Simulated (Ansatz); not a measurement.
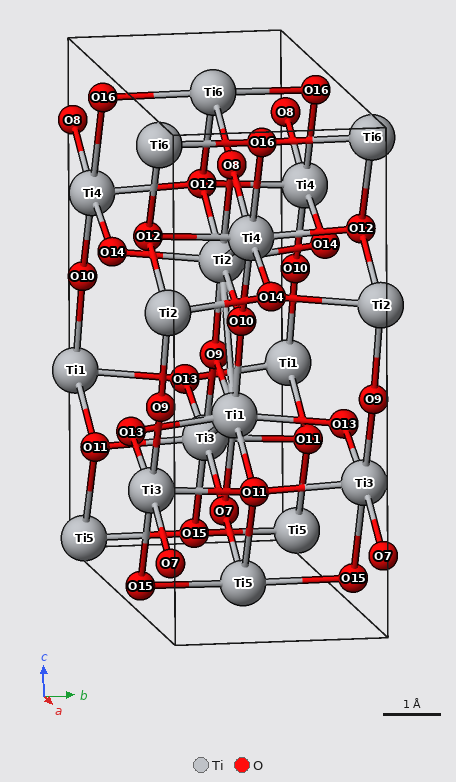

Fig. 1: The structure as given in the input (ball-and-stick view of the cell 2 times as large as that of the calculation, set on its symmetry axes, seen slightly off an axis; atoms are numbered from 1 in the order of the input). An atom can appear more than once, as a periodic image.

**Band-structure calculation of Ti₃O₅ (part 1 of 2)**

System: Ti₃O₅ (C2/m, 16 atoms in the cell).
Method: DFT PBEsol, scalar-relativistic, plane waves, PAW, no spin polarisation (Ansatz 0.2.0).

The structure derives from an entry of the Crystallography Open Database. Figures and captions count atoms from 1; the log counts them from 0 in places.

### The program's output
```
scf.n_extra_bands = 40 over 66 filled bands (N_el = 132.0): the run solves 106 bands
Engine: ansatz 0.2.0, x86_64-unknown-linux-gnu
Pseudopotentials: kind: paw
Pseudopotential: Ti, paw, valence charge 12, recommended cutoff 420 eV (normal), Ti.paw.azcp
Pseudopotential: O, paw, valence charge 6, recommended cutoff 420 eV (normal), O.paw.azcp
Functional definition: PBEsol
  exchange = pbesol_x
  correlation = pbesol_c
Crystal: 16 atoms, lattice volume = 169.988 Å³
Basis set: ecut = 420 eV, 3345 PW (Γ), exchange–correlation on 72×72×128 points (8 copies of the dense FFT grid, shifted against one another)
Bands: 106, of which v1, the nominal top of the filled ones, is band 66 counted from 1 (65 counted from 0)
Symmetry: 4 space group operations
Space group: C2/m (ITA 12), of the structure as read, at distance tolerance 5.5e-5 Å
k-points: 117 of 400
Non-local potential: Ti, projectors of the file, l = 0: 3, l = 1: 2, l = 2: 3, l = 3: 1
Non-local potential: O, projectors of the file, l = 0: 2, l = 1: 2, l = 2: 1
PAW form: soft (Blöchl's): semilocal exchange-correlation on the pseudo side does not see the compensation charge
PAW frozen core: Ti, regenerated for the run's functional, and the local potential with it (the file was generated under x = pbe(κ = 0.804, μ = 0.2195149727645171), c = pbe(β = 0.06672455060314922))
PAW frozen core: O, regenerated for the run's functional, and the local potential with it (the file was generated under x = pbe(κ = 0.804, μ = 0.2195149727645171), c = pbe(β = 0.06672455060314922))
PAW one-centre angular grid: Ti, 590 points (default); XC on 64 Gauss nodes
PAW one-centre angular grid: O, 110 points (default); XC on 64 Gauss nodes
Initial density: superposition of atomic densities (neutral atoms: chi_scale 0, normalization atom), corrected by the library's trained network
Initial wavefunctions: pseudopotential atomic-orbital guess
Functional: x = pbesol(κ = 0.804, μ = 0.12345679012345678), c = pbesol(β = 0.046)
SCF iter   1: F=—  HF=-20475.370665 eV  |F-HF|=—  |Δ(HF+E_count)|=         —  Δρ=1.99e-2  dr2=6.01e-1  ethr=1.77e-3  ⟨swp⟩=5.0  Hψ=49651  notcnv=0  defer=1079
preconditioner: auto → LDOS  [metal: Δε(μ)=0.001 eV  Ē_g=13.146 eV  σ=0.100 eV  W_gap=0.01  n_scr=46 (ndim 8)  ℏωp=26.1 eV  f_vac=0.059  D(μ)=5.74/eV (n_scr^D=40)  β→1.0]
SCF iter   2: F=—  HF=-20475.393306 eV  |F-HF|=—  |Δ(HF+E_count)|=   2.26e-2  Δρ=2.28e-2  dr2=6.57e-1  ethr=4.56e-4  ⟨swp⟩=2.0  Hψ=20087  notcnv=0  defer=3778
SCF iter   3: F=—  HF=-20475.240344 eV  |F-HF|=—  |Δ(HF+E_count)|=   1.53e-1  Δρ=1.17e-3  dr2=2.56e-3  ethr=4.56e-4  ⟨swp⟩=2.1  Hψ=14423  notcnv=0  defer=3778
SCF iter   4: F=—  HF=-20475.240286 eV  |F-HF|=—  |Δ(HF+E_count)|=   5.84e-5  Δρ=5.66e-4  dr2=6.24e-4  ethr=1.94e-6  ⟨swp⟩=2.7  Hψ=19145  notcnv=0  defer=3762
SCF iter   5: F=—  HF=-20475.240206 eV  |F-HF|=—  |Δ(HF+E_count)|=   7.94e-5  Δρ=1.45e-4  dr2=3.90e-5  ethr=4.73e-7  ⟨swp⟩=2.0  Hψ=12807  notcnv=0  defer=3762
SCF iter   6: F=—  HF=-20475.240438 eV  |F-HF|=—  |Δ(HF+E_count)|=   2.32e-4  Δρ=4.37e-5  dr2=3.40e-6  ethr=2.96e-8  ⟨swp⟩=2.0  Hψ=12883  notcnv=0  defer=3762
SCF iter   7: F=—  HF=-20475.240438 eV  |F-HF|=—  |Δ(HF+E_count)|=   6.94e-8  Δρ=1.50e-5  dr2=3.65e-7  ethr=2.58e-9  ⟨swp⟩=2.0  Hψ=12156  notcnv=0  defer=3762
SCF iter   8: F=-20475.240438 eV  HF=-20475.240438 eV  |F-HF|=1.78e-8  |Δ(HF+E_count)|=   2.87e-8  Δρ=3.86e-6  dr2=2.55e-8  ethr=7.58e-11  ⟨swp⟩=14.9  Hψ=83662  notcnv=0
SCF 1 converged in 8 iterations: F = -20475.240438 eV  dr2 = 2.55e-8
  greatest PAW one-centre occupation: 0.999 electrons in one spin orbital (limit 2), on the Ti atom at site 3 (counted from 0), in its partial waves of l = 0
```

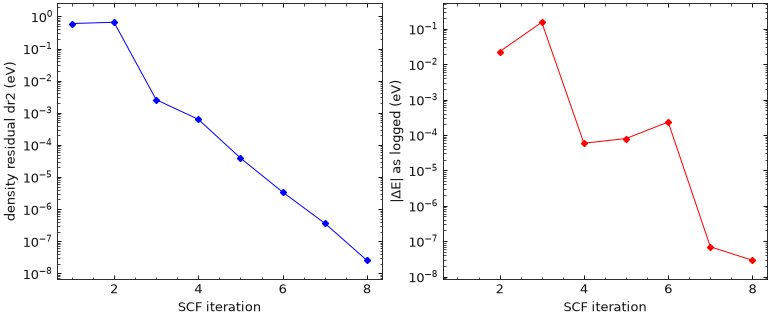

Fig. 2: Convergence of the self-consistent field: density residual dr2 and size of the energy change against the SCF iteration. The residual falls almost steadily, with no more than small rises.

```
NSCF: frozen V_eff on 94 k-points
NSCF: frozen V_eff on 368 k-points
SCF converged after 8 iterations
Free energy (F): -20475.240438 eV
Harris-Foulkes:  -20475.240438 eV  (|F-HF|=1.78e-8)
Internal energy: -20475.211124 eV  (E = F + TS)
E sigma→0 (E₀):  -20475.225781 eV
Entropy (-TS):   -0.029313 eV (-1.832 meV/atom)
Fermi energy:    12.052303 eV
--- Per-component energies (eV) ---
  E_band       = -1091.299487
  E_kinetic    = 3394.208321
  E_local      = -9100.548144  (includes V_loc(G=0)·N_el)
  E_nonlocal   = 520.253779
  E_hartree    = 3568.101107
  E_xc         = -1316.649064
  E_vxc        = -1674.803906  (∫ρ·V_xc dr)
  E_paw        = -7650.613441  (= ΣΔE_a)
  E_vpaw       = -1366.636921  (= ΣTr[D̂ρ^β])
  E_aug_tail   = 0.025616  (compensation charges beyond the density's cutoff)
  E_ewald      = -9891.178484
  E_core_change = 1.189185  (= ΣΔE_core)
  E_smearing   = -0.029313  (= −TS)
  E_closure    = 0.000000  (closes the sum)
  Σ components = -20475.240438   (vs F -20475.240438, Δ=0.00e0)
--- Forces (eV/Å), atoms counted from 1 ---
  atom   1  Ti    -0.00024032     0.00000000    -0.00036023
  atom   2  Ti     0.00024032    -0.00000000     0.00036023
  atom   3  Ti     0.00029531    -0.00000000    -0.00000411
  atom   4  Ti    -0.00029531     0.00000000     0.00000411
  atom   5  Ti    -0.00112268     0.00000000    -0.00078887
  atom   6  Ti     0.00112268    -0.00000000     0.00078887
  atom   7  O     -0.00018952     0.00000000     0.00100027
  atom   8  O      0.00018952    -0.00000000    -0.00100027
  atom   9  O      0.00149473    -0.00000000     0.00011916
  atom  10  O     -0.00149473     0.00000000    -0.00011916
  atom  11  O     -0.00015624    -0.00000000     0.00023049
  atom  12  O      0.00015624     0.00000000    -0.00023049
  atom  13  O      0.00006229     0.00000000    -0.00025041
  atom  14  O     -0.00006229    -0.00000000     0.00025041
  atom  15  O     -0.00064126    -0.00000000     0.00021311
  atom  16  O      0.00064126     0.00000000    -0.00021311
  max |Σ_I F_I| component: 2.71e-19 eV/Å
--- Stress (GPa, compression-positive) ---
       -0.006659       0.000000      -0.002767
        0.000000      -0.004184      -0.000000
       -0.002766      -0.000000      -0.007694
  P = ⅓ Tr σ = -0.0062 GPa (-0.062 kbar)
--- Band table (eV; the first three rows and the last of 117) ---
  k-point 0: bands = ["-46.2376", "-46.2325", "-46.0901", "-46.0589", "-46.0412", "-45.9614", "-22.9119", "-22.8641", "-22.7321", "-22.7305", "-22.7207", "-22.6795", "-22.6375", "-22.5809", "-22.5657", "-22.5346", "-22.5282", "-22.5094", "-22.4553", "-22.3461", "-22.3457", "-22.2766", "-22.2643", "-22.1368", "-8.8415", "-8.2237", "-7.9357", "-7.9180", "-7.6799", "-7.6467", "-7.3747", "-7.0912", "-6.9728", "-6.9473", "4.4554", "4.6353", "4.8683", "4.9688", "5.0608", "5.2356", "5.3110", "5.4787", "5.6091", "5.7302", "5.8079", "5.8665", "5.9527", "6.1633", "6.3570", "6.5272", "6.7699", "6.9548", "7.0959", "7.3195", "7.3492", "7.4265", "7.4381", "7.8089", "7.8942", "8.1965", "8.2540", "8.2773", "8.6027", "8.7324", "11.2554", "11.4288", "12.2833", "12.3097", "12.7099", "12.7361", "12.7667", "12.8279", "12.8993", "13.0653", "13.3109", "13.3234", "13.3387", "13.4123", "13.4170", "13.5338", "13.7329", "13.9048", "14.1262", "14.4542", "14.6110", "14.7633", "14.8487", "14.9340", "15.1936", "15.3382", "15.7378", "16.0014", "16.1136", "16.3061", "16.3174", "18.7046", "18.8492", "21.2059", "22.1644", "22.6010", "22.7192", "23.2089", "23.7932", "23.9497", "24.1961", "24.5072"]
  k-point 1: bands = ["-46.2369", "-46.2332", "-46.0903", "-46.0590", "-46.0409", "-45.9615", "-22.9093", "-22.8760", "-22.7321", "-22.7206", "-22.7176", "-22.6864", "-22.6284", "-22.5867", "-22.5659", "-22.5342", "-22.5283", "-22.5095", "-22.4478", "-22.3556", "-22.3303", "-22.2933", "-22.2613", "-22.1366", "-8.8050", "-8.2994", "-7.9378", "-7.8831", "-7.6872", "-7.6713", "-7.3292", "-7.0815", "-6.9929", "-6.9431", "4.3335", "4.5579", "4.9249", "5.0582", "5.0604", "5.2715", "5.4246", "5.4732", "5.5337", "5.6794", "5.8715", "5.9306", "5.9655", "6.1912", "6.3058", "6.5248", "6.7924", "6.9929", "7.0824", "7.2250", "7.2691", "7.4022", "7.6199", "7.7897", "7.8790", "8.1016", "8.3026", "8.3040", "8.5821", "8.6256", "11.4191", "11.5523", "12.1856", "12.3420", "12.3953", "12.4943", "12.8481", "12.8914", "12.9804", "13.0639", "13.1998", "13.2857", "13.4079", "13.5029", "13.5155", "13.5485", "13.7592", "13.8818", "14.1973", "14.4423", "14.5582", "14.6287", "14.9680", "15.1266", "15.2196", "15.3442", "15.5834", "15.9020", "16.1565", "16.4006", "16.5113", "17.8704", "19.6231", "20.9953", "22.0865", "22.6088", "22.9859", "23.0582", "23.6206", "24.1429", "24.1892", "24.4430"]
  k-point 2: bands = ["-46.2355", "-46.2346", "-46.0904", "-46.0591", "-46.0405", "-45.9616", "-22.9031", "-22.8905", "-22.7322", "-22.7204", "-22.7034", "-22.6921", "-22.6237", "-22.5924", "-22.5662", "-22.5339", "-22.5283", "-22.5095", "-22.4370", "-22.3515", "-22.3396", "-22.2944", "-22.2652", "-22.1364", "-8.7580", "-8.3802", "-7.9164", "-7.8729", "-7.7015", "-7.6908", "-7.2796", "-7.0776", "-7.0107", "-6.9416", "4.2533", "4.4837", "4.9975", "5.0600", "5.0790", "5.3174", "5.4421", "5.4679", "5.6338", "5.6373", "5.8589", "5.9780", "5.9796", "6.1389", "6.3494", "6.5224", "6.8225", "7.0355", "7.0550", "7.2081", "7.2125", "7.3469", "7.7013", "7.7313", "7.9893", "8.0144", "8.2701", "8.3239", "8.5445", "8.5537", "11.7001", "11.8189", "11.9218", "12.0318", "12.3632", "12.4007", "12.8768", "12.8845", "13.0908", "13.0924", "13.1410", "13.1664", "13.4134", "13.4780", "13.6079", "13.6740", "13.7782", "13.8613", "14.2575", "14.3598", "14.5652", "14.5951", "15.0928", "15.2235", "15.2411", "15.3582", "15.6105", "15.6248", "16.2625", "16.4690", "16.8473", "17.2357", "20.1506", "20.6480", "22.0238", "22.7633", "22.7954", "23.3445", "23.4811", "23.9745", "24.2724", "24.3870"]
```
